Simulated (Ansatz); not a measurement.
# Run report: NiSb, geometry relaxation (part 2 of 2)

The same run, continued: NiSb (P6₃/mmc, 4 atoms in the cell); DFT PBE, scalar-relativistic, plane waves, PAW, no spin polarisation (Ansatz 0.2.0); cutoff 420 eV, 12×12×8 k-mesh, Gaussian smearing of 0.1 eV. The structure derives from an entry of the Crystallography Open Database.

Geometry of the input (Å; fractional positions):
```
3.9280  0.0000  0.0000
-1.9640  3.4017  0.0000
0.0000  0.0000  5.1200
Ni 0.0000  0.0000  0.0000
Ni 0.0000  0.0000  0.5000
Sb 0.3333  0.6667  0.2500
Sb 0.6667  0.3333  0.7500
```

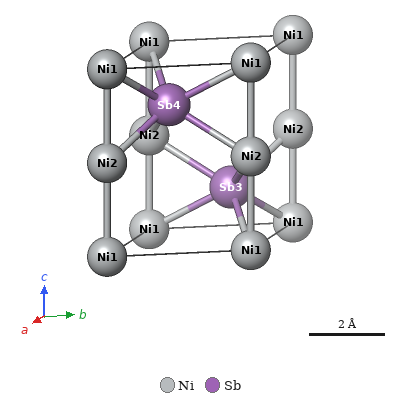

The geometry at step 2 of the log (ball-and-stick view of the cell of the calculation, seen slightly off an axis; atoms are numbered from 1 in the order of the input).

## Log, continued
```
SCF iter   1: F=—  HF=-24649.460015 eV  |F-HF|=—  |Δ(HF+E_count)|=         —  Δρ=9.34e-4  dr2=7.47e-4  ethr=1.02e-6  ⟨swp⟩=2.0  Hψ=16856  notcnv=0
preconditioner: auto → Kerker (q_TF=auto, 2.698 Å⁻¹)  [metal: Δε(μ)=0.012 eV  Ē_g=17.978 eV  σ=0.100 eV  W_gap=0.07  n_scr=22 (ndim 8)  ℏωp=31.2 eV  f_vac=0.006  D(μ)=1.77/eV (n_scr^D=8)]
SCF iter   2: F=—  HF=-24649.459956 eV  |F-HF|=—  |Δ(HF+E_count)|=   5.96e-5  Δρ=4.13e-4  dr2=2.15e-4  ethr=1.02e-6  ⟨swp⟩=1.0  Hψ=3800  notcnv=0
SCF iter   3: F=—  HF=-24649.459905 eV  |F-HF|=—  |Δ(HF+E_count)|=   5.08e-5  Δρ=1.79e-4  dr2=3.31e-5  ethr=3.25e-7  ⟨swp⟩=1.0  Hψ=3804  notcnv=0
SCF iter   4: F=—  HF=-24649.459902 eV  |F-HF|=—  |Δ(HF+E_count)|=   3.23e-6  Δρ=6.43e-5  dr2=1.99e-6  ethr=5.01e-8  ⟨swp⟩=2.0  Hψ=4367  notcnv=0
iter 5 did not close the SCF: its close was put off for the readings that it lacked (scf_convergence_deferred on its scf_iter line)
SCF iter   5: F=-24649.459902 eV  HF=-24649.459902 eV  |F-HF|=1.49e-8  |Δ(HF+E_count)|=   1.84e-7  Δρ=1.35e-5  dr2=1.69e-7  ethr=3.01e-9  ⟨swp⟩=2.3  Hψ=5012  notcnv=0
SCF iter   6: F=-24649.459902 eV  HF=-24649.459902 eV  |F-HF|=9.32e-9  |Δ(HF+E_count)|=   3.90e-8  Δρ=5.70e-6  dr2=3.47e-8  ethr=2.55e-10  ⟨swp⟩=6.0  Hψ=25695  notcnv=0
SCF 3 converged in 6 iterations: F = -24649.459902 eV  dr2 = 3.47e-8
relax step   3: F+E_penalty+E_count = -24649.45990180 eV  Δ(F+E_penalty+E_count) = -9.769e-4 eV  max|allowed force component| = 2.776e-17 eV/Å  Δτ_max = 0.0000 Å  P = -0.036 GPa  Ω = 70.610 Å³  energy of the carried Pulay correction = -8.778e-4 eV  (6 SCF iters, dr2 threshold 4.00e-7 eV, accepted)
Initial wavefunctions: pseudopotential atomic-orbital guess (no wavefunctions were taken with the density)
iter 1 solved again at ethr=1.41e-7 eV; its pass at ethr=3.10e-3 eV (dr2=9.28e-5 eV) is discarded
SCF iter   1: F=—  HF=-24649.459949 eV  |F-HF|=—  |Δ(HF+E_count)|=         —  Δρ=4.16e-4  dr2=2.77e-6  ethr=1.41e-7  ⟨swp⟩=3.1  Hψ=25432  notcnv=0
preconditioner: auto → Kerker (q_TF=auto, 2.698 Å⁻¹)  [metal: Δε(μ)=0.015 eV  Ē_g=17.980 eV  σ=0.100 eV  W_gap=0.09  n_scr=22 (ndim 8)  ℏωp=31.2 eV  f_vac=0.006  D(μ)=1.79/eV (n_scr^D=8)]
SCF iter   2: F=—  HF=-24649.460497 eV  |F-HF|=—  |Δ(HF+E_count)|=   5.48e-4  Δρ=2.12e-4  dr2=9.30e-7  ethr=4.20e-9  ⟨swp⟩=2.0  Hψ=5094  notcnv=0
SCF iter   3: F=—  HF=-24649.460689 eV  |F-HF|=—  |Δ(HF+E_count)|=   1.92e-4  Δρ=1.38e-5  dr2=1.90e-8  ethr=1.41e-9  ⟨swp⟩=1.5  Hψ=3881  notcnv=0
SCF iter   4: F=—  HF=-24649.460690 eV  |F-HF|=—  |Δ(HF+E_count)|=   5.67e-7  Δρ=2.04e-6  dr2=2.35e-9  ethr=2.88e-11  ⟨swp⟩=2.4  Hψ=6532  notcnv=0
SCF iter   5: F=—  HF=-24649.460690 eV  |F-HF|=—  |Δ(HF+E_count)|=   3.97e-9  Δρ=1.18e-6  dr2=6.38e-10  ethr=3.56e-12  ⟨swp⟩=2.0  Hψ=5892  notcnv=0
SCF iter   6: F=—  HF=-24649.460690 eV  |F-HF|=—  |Δ(HF+E_count)|=   1.64e-9  Δρ=3.92e-7  dr2=1.64e-10  ethr=1.00e-12  ⟨swp⟩=2.0  Hψ=4815  notcnv=0
SCF iter   7: F=-24649.460690 eV  HF=-24649.460690 eV  |F-HF|=3.64e-12  |Δ(HF+E_count)|=  6.18e-11  Δρ=8.54e-8  dr2=1.10e-12  ethr=1.00e-12  ⟨swp⟩=6.0  Hψ=17921  notcnv=0
SCF 4 converged in 7 iterations: F = -24649.460690 eV  dr2 = 1.10e-12
relax step   4: F+E_penalty+E_count = -24649.46068991 eV  Δ(F+E_penalty+E_count) = -7.881e-4 eV  max|allowed force component| = 9.252e-18 eV/Å  Δτ_max = 0.0000 Å  P = -0.048 GPa  Ω = 70.610 Å³  stress off target by 6.46e-2 GPa  SCF on the basis re-selected at this cell (its energy is not comparable with the rows above)  (7 SCF iters)
basis re-selected at this cell: Δ(F+E_penalty+E_count) = -7.881e-4 eV, ΔP = -0.012 GPa vs the last step (what re-selecting the basis moved, of the pressure what is left beyond the Pulay correction that the steps carried, after the strain that the cell walked since its last selection, with what the two solves' SCF thresholds leave and, on support functions, any second-order correction that the steps lacked; it is no measure of the basis error at this ecutwfc). This SCF's stress stands 6.46e-2 GPa from its target on what of the cell is left free (relax.cell.stress_tol is 1.00e-1 GPa) and its largest allowed force component is 9.25e-18 eV/Å (relax.f_tol is 2.00e-2 eV/Å): within both
SCF converged after 7 iterations
Free energy (F): -24649.460690 eV
Harris-Foulkes:  -24649.460690 eV  (|F-HF|=3.64e-12)
Internal energy: -24649.451739 eV  (E = F + TS)
E sigma→0 (E₀):  -24649.456214 eV
Entropy (-TS):   -0.008951 eV (-2.238 meV/atom)
Fermi energy:    14.703504 eV
--- Per-component energies (eV) ---
  E_band       = -897.236934
  E_kinetic    = 985.829193
  E_local      = -11220.345907  (includes V_loc(G=0)·N_el)
  E_nonlocal   = 2007.658279
  E_hartree    = 4902.641745
  E_xc         = -447.417147
  E_vxc        = -412.737290  (∫ρ·V_xc dr)
  E_paw        = -12423.116513  (= ΣΔE_a)
  E_vpaw       = -2062.925819  (= ΣTr[D̂ρ^β])
  E_aug_tail   = 0.001032  (compensation charges beyond the density's cutoff)
  E_ewald      = -8454.702420
  E_smearing   = -0.008951  (= −TS)
  E_closure    = 0.000000  (closes the sum)
  Σ components = -24649.460690   (vs F -24649.460690, Δ=0.00e0)
--- Forces (eV/Å), atoms counted from 1 ---
  atom   1  Ni    -0.00000000    -0.00000000     0.00000000
  atom   2  Ni     0.00000000    -0.00000000     0.00000000
  atom   3  Sb    -0.00000000     0.00000000     0.00000000
  atom   4  Sb     0.00000000    -0.00000000    -0.00000000
  max |Σ_I F_I| component: 6.94e-18 eV/Å
--- Stress (GPa, compression-positive) ---
       -0.064573      -0.000000       0.000000
       -0.000000      -0.064573      -0.000000
        0.000000      -0.000000      -0.016182
  P = ⅓ Tr σ = -0.0484 GPa (-0.484 kbar)
--- Band table (eV; the first three rows and the last of 95) ---
  k-point 0: bands = ["-88.5161", "-88.5091", "-48.9521", "-48.9521", "-48.9446", "-48.9446", "-48.9342", "-48.8537", "-14.5460", "-14.5460", "-14.5300", "-14.5147", "-14.4918", "-14.4918", "-14.4916", "-14.4916", "-14.4915", "-14.4915", "1.9383", "6.3395", "8.6429", "10.8968", "10.8968", "11.6532", "12.2392", "12.2392", "12.6894", "12.6894", "13.4484", "13.4484", "14.7061", "15.2213", "15.2213", "17.0844", "17.0844", "17.7575", "18.5903", "19.6939", "21.0716", "21.0716"]
  k-point 1: bands = ["-88.5159", "-88.5093", "-48.9518", "-48.9518", "-48.9449", "-48.9449", "-48.9312", "-48.8567", "-14.5449", "-14.5449", "-14.5293", "-14.5152", "-14.5000", "-14.5000", "-14.4906", "-14.4906", "-14.4854", "-14.4854", "2.0256", "5.8279", "9.2438", "10.9485", "10.9485", "11.7070", "12.2726", "12.2726", "12.6008", "12.6008", "13.3413", "13.3413", "14.6200", "15.4050", "15.4050", "17.0772", "17.0772", "17.9179", "18.0890", "19.8704", "20.8812", "20.8812"]
  k-point 2: bands = ["-88.5151", "-88.5101", "-48.9510", "-48.9510", "-48.9457", "-48.9457", "-48.9225", "-48.8655", "-14.5416", "-14.5416", "-14.5275", "-14.5167", "-14.5096", "-14.5096", "-14.4880", "-14.4880", "-14.4817", "-14.4817", "2.2866", "4.9292", "10.3713", "11.1001", "11.1001", "11.8510", "12.3514", "12.3514", "12.3693", "12.3693", "13.1300", "13.1300", "14.4382", "15.8250", "15.8250", "17.0417", "17.0417", "17.0631", "18.3675", "20.0862", "20.5266", "20.5266"]
  k-point 94: bands = ["-88.5126", "-88.5126", "-48.9486", "-48.9486", "-48.9485", "-48.9485", "-48.8940", "-48.8940", "-14.5379", "-14.5379", "-14.5229", "-14.5229", "-14.4985", "-14.4985", "-14.4842", "-14.4842", "-14.4839", "-14.4839", "5.2293", "5.2293", "9.2927", "9.2927", "9.7021", "9.7021", "12.0582", "12.0582", "12.7277", "12.7277", "12.7944", "12.7944", "13.3496", "13.3496", "13.4799", "13.4799", "18.8395", "18.8395", "21.9357", "21.9357", "22.3198", "22.3198"]
--- Relaxed structure (3 steps of the walk, 3 accepted, 1 SCFs on fresh bases) ---
  F+E_penalty+E_count = -24649.46068991 eV   max|allowed force component| = 9.252e-18 eV/Å   (the final SCF, on the basis selected at the relaxed cell)
  cell:  # Å, volume = 70.6100 Å³
    - [3.976733771694002, 0.0, 5.549050823331138e-34]
    - [-1.988366885847001, 3.4439524703745117, 1.2190537663402148e-18]
    - [8.840307263193441e-34, 1.8348083621006798e-18, 5.155636271894735]
  atoms:
    - { symbol: Ni, position: [-1.8336749108650417e-34, -1.2563494600965676e-34, -7.045313146920562e-36] }
    - { symbol: Ni, position: [-2.1666711874356403e-34, -1.4444474582904269e-34, 0.5] }
    - { symbol: Sb, position: [0.33333333333333337, 0.6666666666666669, 0.25] }
    - { symbol: Sb, position: [0.6666666666666669, 0.3333333333333333, 0.75] }
```

## Trajectory as extended XYZ (Å, eV, eV/Å), 4 frames, from step=1 to step=4
```
4
Lattice="3.9280 0.0000 0.0000 -1.9640 3.4017 0.0000 0.0000 0.0000 5.1200" Properties=species:S:1:pos:R:3:forces:R:3 step=1 energy=-24649.43542 pressure_GPa=3.80
Ni    0.0000    0.0000    0.0000    0.0000   0.0000   0.0000
Ni    0.0000    0.0000    2.5600    0.0000   0.0000   0.0000
Sb    0.0000    2.2678    1.2800    0.0000   0.0000   0.0000
Sb    1.9640    1.1339    3.8400    0.0000   0.0000   0.0000
4
Lattice="3.9860 0.0000 0.0000 -1.9930 3.4520 0.0000 0.0000 0.0000 5.1588" Properties=species:S:1:pos:R:3:forces:R:3 step=2 energy=-24649.45892 pressure_GPa=-0.62
Ni    0.0000    0.0000    0.0000    0.0000   0.0000   0.0000
Ni    0.0000    0.0000    2.5794    0.0000   0.0000   0.0000
Sb    0.0000    2.3013    1.2897    0.0000   0.0000   0.0000
Sb    1.9930    1.1507    3.8691    0.0000   0.0000   0.0000
4
Lattice="3.9767 0.0000 0.0000 -1.9884 3.4440 0.0000 0.0000 0.0000 5.1556" Properties=species:S:1:pos:R:3:forces:R:3 step=3 energy=-24649.45990 pressure_GPa=-0.04
Ni    0.0000    0.0000    0.0000    0.0000   0.0000   0.0000
Ni    0.0000    0.0000    2.5778    0.0000   0.0000   0.0000
Sb    0.0000    2.2960    1.2889    0.0000   0.0000   0.0000
Sb    1.9884    1.1480    3.8667    0.0000   0.0000   0.0000
4
Lattice="3.9767 0.0000 0.0000 -1.9884 3.4440 0.0000 0.0000 0.0000 5.1556" Properties=species:S:1:pos:R:3:forces:R:3 step=4 energy=-24649.46069 pressure_GPa=-0.05
Ni    0.0000    0.0000    0.0000    0.0000   0.0000   0.0000
Ni    0.0000    0.0000    2.5778    0.0000   0.0000   0.0000
Sb    0.0000    2.2960    1.2889    0.0000   0.0000   0.0000
Sb    1.9884    1.1480    3.8667    0.0000   0.0000   0.0000
```

## Results in brief

```tsv
quantity	value
outcome	converged
space group (tolerance 0.01 Å)	P6₃/mmc (194)
electrons treated	66
free energy	−24649.4607 eV
Fermi energy	14.704 eV
gap on the k-point mesh	none (metallic)
pressure	−0.05 GPa
final volume	70.61 Å³
largest force (length of the vector) at the end	under 0.001 eV/Å
final cell	a = 3.977 Å, b = 3.977 Å, c = 5.156 Å, α = 90.00°, β = 90.00°, γ = 120.00°
hardware	2 threads of Arm Neoverse V2, 24 GiB of memory available, shared host
wall time	24 s (CPU time 48 s)
peak memory	0.51 GiB
```

## Notes

The run has no spin polarisation, so a magnetic state may lie lower.
